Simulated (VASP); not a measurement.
## Geometry relaxation of BN (part 1 of 2)

The run: geometry relaxation of BN (P6₃/mmc, 4 atoms in the cell). Method and program: Kohn-Sham DFT of a periodic cell, PBE with D3(BJ), VASP PAW PBE potentials, recommended, no spin polarisation (VASP 6.6.1).

The structure derives from an entry of the Crystallography Open Database.

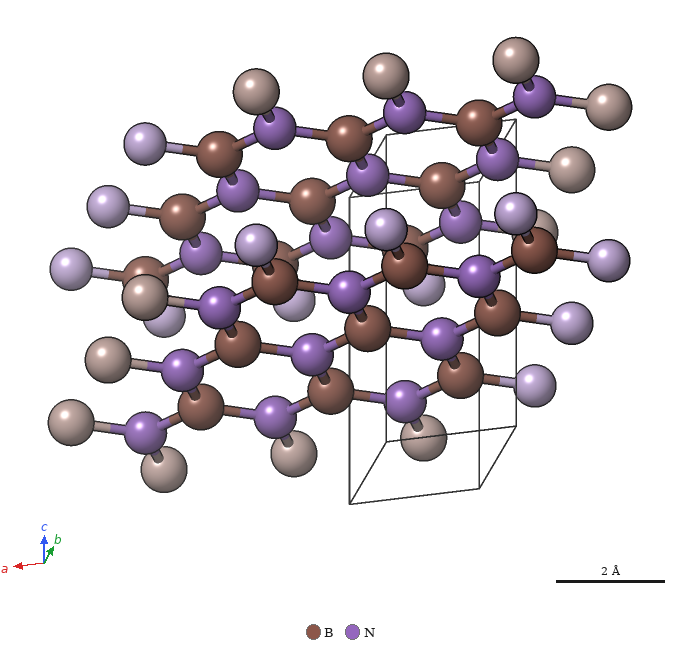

Figure 1. The structure as given in the input (ball-and-stick view of the cell of the calculation, repeated 3 × 3 × 1, seen at an oblique angle; neighbours outside the cell are drawn fainter). An atom can appear more than once, as a periodic image. Near neighbours in the periodic cell (some may lie outside the picture): B has 3 N at 1.43 Å; N has 3 B at 1.43 Å.

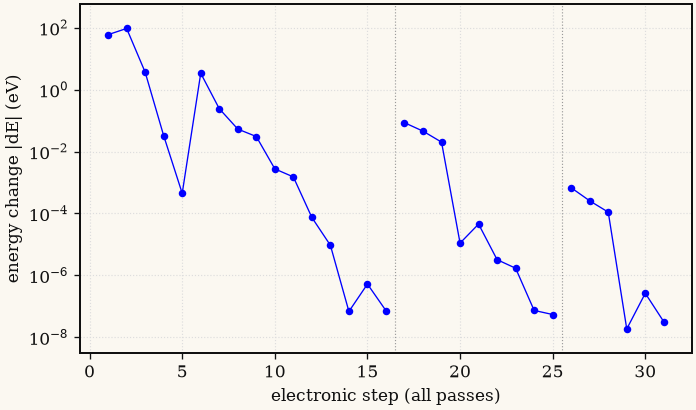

Figure 2. Convergence of the self-consistent field: energy change |dE| against the electronic step. Each stretch between dotted lines is the SCF of one geometry step of a relaxation. The 3 ionic steps take 6 to 16 electronic steps each. The density is held fixed in the first few steps, and dE rises again when its update begins.

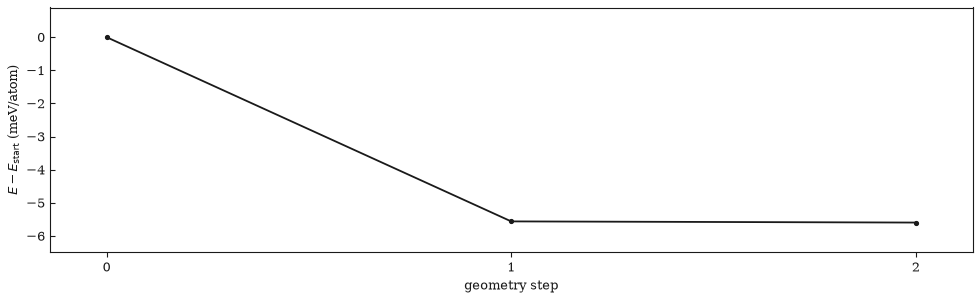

Figure 3. Progress of the relaxation, step by step (steps are counted from 0).

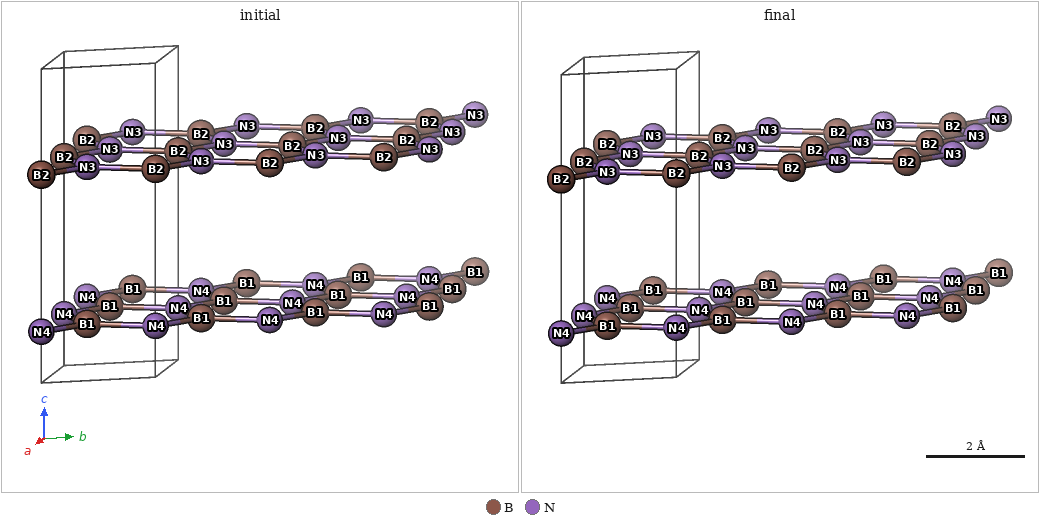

Figure 4. Before (left) and after (right) the relaxation, at one scale (ball-and-stick view of the cell of the calculation, repeated 3 × 4 × 1, seen slightly off an axis). The atoms keep their places relative to the cell (all moves are under 0.005 Å). The drawn cell changes at constant volume: a = b 2.481 → 2.504 Å (+0.9 %), c 6.519 → 6.400 Å (−1.8 %). Distances before and after: B1–N4 1.433 → 1.446 Å. The space group stays P6_3/mmc (No. 194). The energy falls by 5.6 meV per atom in 2 geometry steps. All forces vanish by symmetry, so only the cell relaxes. (Atoms are counted from 1 in the order of the input.)

The input that produced these results follows, with the program's output.

**INCAR**
```
SYSTEM = BN
  ALGO = Fast
  EDIFF = 1E-7
  EDIFFG = -0.002
  ENCUT = 520
  GGA = PE
  IBRION = 2
  ISIF = 4
  ISMEAR = 0
  IVDW = 12
  LASPH = .True.
  LCHARG = .False.
  LREAL = .False.
  LWAVE = .False.
  NELM = 100
  NSW = 80
  PREC = Accurate
  SIGMA = 0.02
```

**KPOINTS**
```
k-points
0
Gamma
  9 9 4
  0 0 0
```

**POSCAR**
```
BN                                      
1.0
    2.4814876148      0.0000000000      0.0000000000
   -1.2407438074      2.1490313088      0.0000000000
    0.0000000000      0.0000000000      6.5190831670
  B               N             
     2     2
Direct
     0.3333333300000021    0.6666666699999979    0.2500000000000000
     0.6666666699999979    0.3333333300000021    0.7500000000000000
     0.3333333300000021    0.6666666699999979    0.7500000000000000
     0.6666666699999979    0.3333333300000021    0.2500000000000000
```

Command:
```bash
cat potpaw_PBE.64/B/POTCAR potpaw_PBE.64/N/POTCAR > POTCAR
mpirun -np 1 vasp_std > vasp.out
```

**OSZICAR**
```
N       E                     dE             d eps       ncg     rms          rms(c)
DAV:   1     0.600935043551E+02    0.60094E+02   -0.82685E+03   872   0.123E+03
DAV:   2    -0.351218812787E+02   -0.95215E+02   -0.87396E+02  1296   0.266E+02
DAV:   3    -0.387934214705E+02   -0.36715E+01   -0.36549E+01  1108   0.543E+01
DAV:   4    -0.388259629928E+02   -0.32542E-01   -0.32532E-01  1076   0.551E+00
DAV:   5    -0.388264112399E+02   -0.44825E-03   -0.44768E-03  1092   0.651E-01    0.115E+01
RMM:   6    -0.354297098812E+02    0.33967E+01   -0.70520E+00   864   0.207E+01    0.524E+00
RMM:   7    -0.351859632797E+02    0.24375E+00   -0.19802E+00   864   0.116E+01    0.316E+00
RMM:   8    -0.351325419208E+02    0.53421E-01   -0.38081E-01   864   0.510E+00    0.975E-01
RMM:   9    -0.351018639677E+02    0.30678E-01   -0.71269E-02   864   0.274E+00    0.190E-01
RMM:  10    -0.351046255553E+02   -0.27616E-02   -0.28944E-02   864   0.132E+00    0.273E-01
RMM:  11    -0.351031064110E+02    0.15191E-02   -0.29706E-03   864   0.597E-01    0.967E-02
RMM:  12    -0.351030321280E+02    0.74283E-04   -0.13838E-03   864   0.298E-01    0.107E-02
RMM:  13    -0.351030415045E+02   -0.93765E-05   -0.94599E-05   867   0.120E-01    0.110E-02
RMM:  14    -0.351030414362E+02    0.68296E-07   -0.11410E-05   872   0.338E-02    0.772E-03
RMM:  15    -0.351030409123E+02    0.52389E-06   -0.34581E-06   864   0.178E-02    0.990E-04
RMM:  16    -0.351030409847E+02   -0.72390E-07   -0.87923E-07   852   0.740E-03
   1 F= -.35690951E+02 E0= -.35690951E+02  d E =-.356910E+02
       N       E                     dE             d eps       ncg     rms          rms(c)
DAV:   1    -0.351888376357E+02   -0.85797E-01   -0.32970E+00   908   0.165E+01    0.116E+00
RMM:   2    -0.351430673241E+02    0.45770E-01   -0.54526E-02   864   0.200E+00    0.657E-01
RMM:   3    -0.351228206787E+02    0.20247E-01   -0.45206E-02   864   0.165E+00    0.143E-01
RMM:   4    -0.351228096484E+02    0.11030E-04   -0.34153E-03   864   0.624E-01    0.398E-02
RMM:   5    -0.351228551185E+02   -0.45470E-04   -0.51908E-04   864   0.207E-01    0.199E-02
RMM:   6    -0.351228583391E+02   -0.32206E-05   -0.76090E-05   864   0.895E-02    0.496E-03
RMM:   7    -0.351228600417E+02   -0.17026E-05   -0.19021E-05   865   0.385E-02    0.429E-03
RMM:   8    -0.351228599680E+02    0.73709E-07   -0.30312E-06   859   0.160E-02    0.153E-03
RMM:   9    -0.351228600223E+02   -0.54331E-07   -0.88962E-07   766   0.788E-03
   2 F= -.35713192E+02 E0= -.35713192E+02  d E =-.222417E-01
       N       E                     dE             d eps       ncg     rms          rms(c)
DAV:   1    -0.351235382567E+02   -0.67829E-03   -0.17857E-02  1080   0.121E+00    0.854E-02
RMM:   2    -0.351232821251E+02    0.25613E-03   -0.26455E-04   864   0.145E-01    0.484E-02
RMM:   3    -0.351231714537E+02    0.11067E-03   -0.26105E-04   864   0.124E-01    0.105E-02
RMM:   4    -0.351231714723E+02   -0.18562E-07   -0.18375E-05   864   0.466E-02    0.271E-03
RMM:   5    -0.351231717365E+02   -0.26421E-06   -0.32688E-06   864   0.161E-02    0.192E-03
RMM:   6    -0.351231717049E+02    0.31626E-07   -0.49020E-07   777   0.739E-03
   3 F= -.35713332E+02 E0= -.35713332E+02  d E =-.223818E-01
```

**Parts of OUTCAR**
```
SYSTEM = BN
   EDIFF = 1E-7
   EDIFFG = -0.002
   ENCUT = 520
   GGA = PE
   IBRION = 2
   ISIF = 4
   ISMEAR = 0
   IVDW = 12
   LASPH = .True.
   LREAL = .False.
   NELM = 100
   NSW = 80
   PREC = Accurate
 IVDW          = 12
 VDW_S6        =  1.00000000  s6, scaling of the dipole-dipole dispersion
 VDW_S8        =  0.78750002  s8, scaling of the dipole-quadrupole dispersion
 VDW_A1        =  0.42890000  a1, scaling of the critical radii
 VDW_A2        =  4.44070005  a2, offset of the critical radii
 VDW_RADIUS    = 50.20216178  two-body interaction cutoff (in Angstroms)
 VDW_CNRADIUS  = 21.16708996  CN, coordination number cutoff (in Angstroms)

 ion  position               nearest neighbor table
   1  0.333  0.667  0.250-   4 1.43   4 1.43   4 1.43
   2  0.667  0.333  0.750-   3 1.43   3 1.43   3 1.43
   3  0.333  0.667  0.750-   2 1.43   2 1.43   2 1.43
   4  0.667  0.333  0.250-   1 1.43   1 1.43   1 1.43

  LATTYP: Found a hexagonal cell.
 ALAT       =     2.4814876148
 C/A-ratio  =     2.6270867234

  Lattice vectors:

 A1 = (   2.4814876148,   0.0000000000,   0.0000000000)
 A2 = (  -1.2407438074,   2.1490313088,   0.0000000000)
 A3 = (   0.0000000000,   0.0000000000,   6.5190831670)

Analysis of symmetry for initial positions (statically):
=====================================================================
 Subroutine PRICEL returns:
 Original cell was already a primitive cell.

 Routine SETGRP: Setting up the symmetry group for a
 hexagonal supercell.

 Subroutine GETGRP returns: Found 24 space group operations
 (whereof 12 operations were pure point group operations)
 out of a pool of 24 trial point group operations.

The static configuration has the point symmetry D_3d.
 The point group associated with its full space group is D_6h.

Analysis of symmetry for dynamics (positions and initial velocities):
=====================================================================
 Subroutine PRICEL returns:
 Original cell was already a primitive cell.

 Routine SETGRP: Setting up the symmetry group for a
 hexagonal supercell.

 Subroutine GETGRP returns: Found 24 space group operations
 (whereof 12 operations were pure point group operations)
 out of a pool of 24 trial point group operations.

The dynamic configuration has the point symmetry D_3d.
 The point group associated with its full space group is D_6h.

 Subroutine INISYM returns: Found 24 space group operations
 (whereof 12 operations are pure point group operations),
 and found     1 'primitive' translations

----------------------------------------------------------------------------------------

                                     Primitive cell

  volume of cell :      34.7649

  direct lattice vectors                    reciprocal lattice vectors
     2.481487615  0.000000000  0.000000000     0.402984079  0.232662967  0.000000000
    -1.240743807  2.149031309  0.000000000     0.000000000  0.465325934  0.000000000
     0.000000000  0.000000000  6.519083167     0.000000000  0.000000000  0.153395803

  length of vectors
     2.481487615  2.481487611  6.519083167     0.465325933  0.465325934  0.153395803

  position of ions in fractional coordinates (direct lattice)
     0.333333330  0.666666670  0.250000000
     0.666666670  0.333333330  0.750000000
     0.333333330  0.666666670  0.750000000
     0.666666670  0.333333330  0.250000000

  ion indices of the primitive-cell ions
   primitive index   ion index
                 1           1
                 2           2
                 3           3
                 4           4

----------------------------------------------------------------------------------------

 KPOINTS: k-points

Automatic generation of k-mesh.
 Grid dimensions read from file:
 generate k-points for:    9    9    4

 Generating k-lattice:

  Cartesian coordinates                     Fractional coordinates (reciprocal lattice)
     0.044776009  0.025851441  0.000000000     0.111111111  0.000000000  0.000000000
     0.000000000  0.051702882  0.000000000     0.000000000  0.111111111  0.000000000
     0.000000000  0.000000000  0.038348951     0.000000000  0.000000000  0.250000000

  Length of vectors
     0.051702881  0.051702882  0.038348951

  Shift w.r.t. Gamma in fractional coordinates (k-lattice)
     0.000000000  0.000000000  0.000000000

 Subroutine IBZKPT returns following result:
 ===========================================

 Found     36 irreducible k-points:

 Following reciprocal coordinates:
            Coordinates               Weight
  0.000000  0.000000  0.000000      1.000000
  0.111111  0.000000  0.000000      6.000000
  0.222222  0.000000  0.000000      6.000000
  0.333333  0.000000  0.000000      6.000000
  0.444444  0.000000  0.000000      6.000000
  0.111111  0.111111  0.000000      6.000000
  0.222222  0.111111  0.000000     12.000000
  0.333333  0.111111  0.000000     12.000000
  0.444444  0.111111  0.000000      6.000000
  0.222222  0.222222  0.000000      6.000000
  0.333333  0.222222  0.000000     12.000000
  0.333333  0.333333  0.000000      2.000000
  0.000000  0.000000  0.250000      2.000000
  0.111111  0.000000  0.250000     12.000000
  0.222222  0.000000  0.250000     12.000000
  0.333333  0.000000  0.250000     12.000000
  0.444444  0.000000  0.250000     12.000000
  0.111111  0.111111  0.250000     12.000000
  0.222222  0.111111  0.250000     24.000000
  0.333333  0.111111  0.250000     24.000000
  0.444444  0.111111  0.250000     12.000000
  0.222222  0.222222  0.250000     12.000000
  0.333333  0.222222  0.250000     24.000000
  0.333333  0.333333  0.250000      4.000000
 [... further k-points ...]
```
